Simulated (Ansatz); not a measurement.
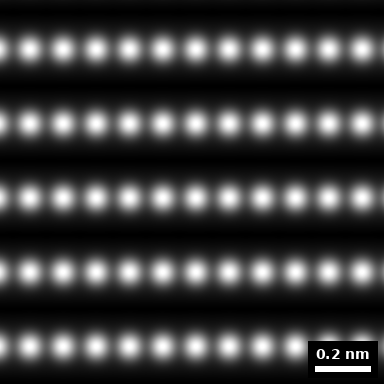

Dark-field STEM-like image of Nb (Pm-3m, No. 221). Simulated incoherent Z contrast: every atom adds Z^1.7 spread by a probe of 0.65 Å full width; channelling and multiple scattering are left out. The probe carries 25 % of its weight in a tail 2.5 times as wide. The display is stretched by a gamma of 0.65; percentages refer to the linear signal. Atomic positions: coordinates from a relaxation with DFT, m-r2SCAN, plane waves (500 eV) with PAW, scalar-relativistic in Ansatz 0.2.0; the starting structure was generated, so it need not be a known form of this composition.

```xyz
1
Lattice="2.7085 0.0000 0.0000 0.0000 2.7085 0.0000 0.0000 0.0000 2.7085" Properties=species:S:1:pos:R:3 pbc="T T T"
Nb    0.0000    0.0000    0.0000
```

> Along which zone axis is the crystal seen: [210], [221], [001] or [111]? (Directions equivalent by symmetry count as one.)

[210]. The projected cells are 1.21 × 2.71 Å, 90° for [210]; 1.28 × 2.02 Å, 108° for [221]; 2.71 × 2.71 Å, 90° for [001]; 2.21 × 2.21 Å, 120° for [111], and the image repeats as the [210] one does.
